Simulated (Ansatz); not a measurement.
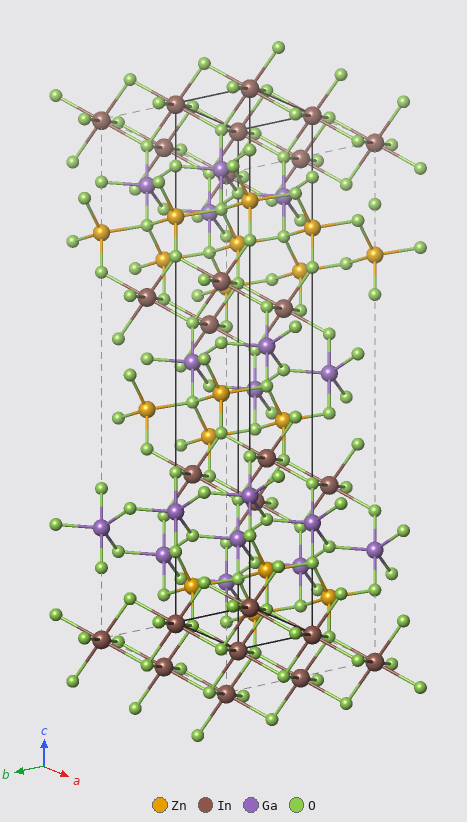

Crystal structure, ball-and-stick style, seen from a general direction. The solid frame is a single conventional unit cell within a 2×2×1 block. Some neighbours outside the box are added.

What can be read from this drawing?

It has the composition ZnInGaO$_{4}$. The symmetry is that of R3m (No. 160), on a rhombohedral (trigonal R) lattice. One cell contains 3 Zn, 3 In, 3 Ga, 12 O, 21 atoms in all. Counting contacts within bonding distance, the coordination numbers are Zn 4, In 6, Ga 5 and O 3 to 4 (mean 3.8).

The initial geometry was a structure listed in the Materials Project. It was relaxed at fixed volume with Ansatz 0.2.0, DFT PBE, scalar-relativistic, plane waves, PAW.

At this level of theory the cell isn't at rest (compressed, at 11 GPa), so its distances can differ from those at equilibrium, the more so the softer the solid.
